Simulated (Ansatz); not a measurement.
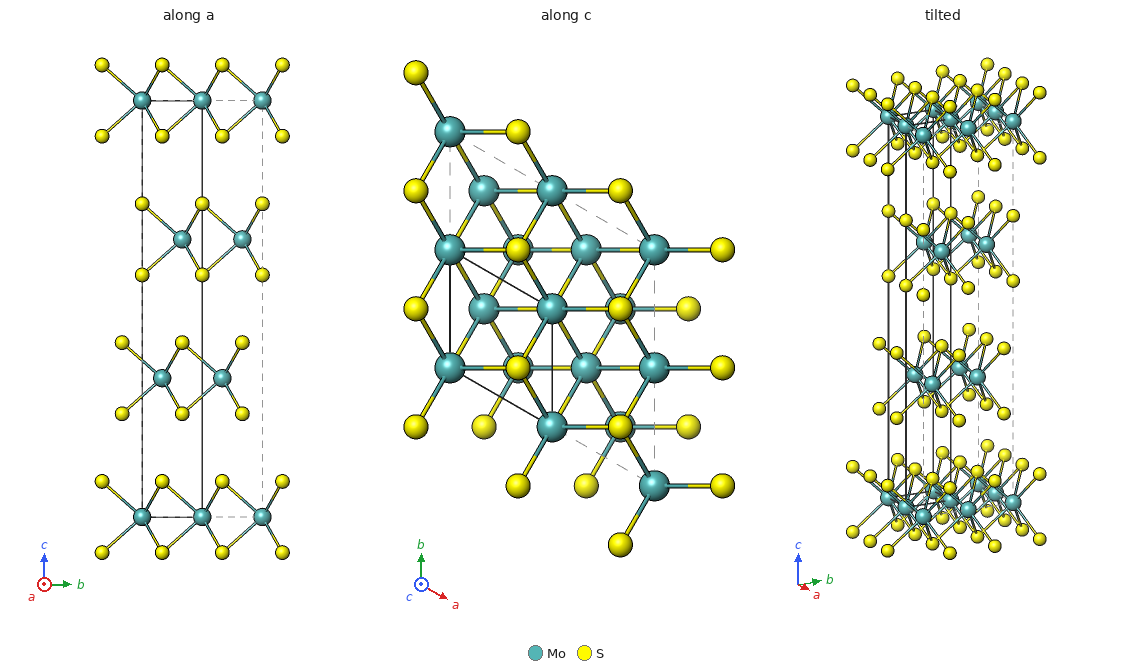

Shown here is a ball-and-stick view of the crystal, taken along the a axis, along the c axis and slightly off an axis. The picture spans 2×2×1 cells, one conventional unit cell being drawn with solid lines. Some atoms of the next cells are drawn as well. Cell: a = 3.080 Å, b = 3.080 Å, c = 18.478 Å, α = 90.00°, β = 90.00°, γ = 120.00°.

The material is MoS$_{2}$. The atoms follow space group R3m (No. 160); the Bravais lattice is rhombohedral (trigonal R). Cell content 3 Mo, 6 S; Z = 3. Mo is linked to six S in a trigonal prismatic arrangement at about 2.4 Å. S is linked to three Mo in a trigonal pyramidal arrangement at about 2.4 Å. Not all metal-metal contacts are counted. The bonds build MoS2 layers parallel to (001).

It goes back to a structure listed in the Materials Project. The cell was then strained or its atoms displaced on purpose. It was the input of a calculation with Ansatz.

At this level of theory the cell isn't at rest (compressed, at 5 GPa), so its distances can differ from those at equilibrium, the more so the softer the solid.
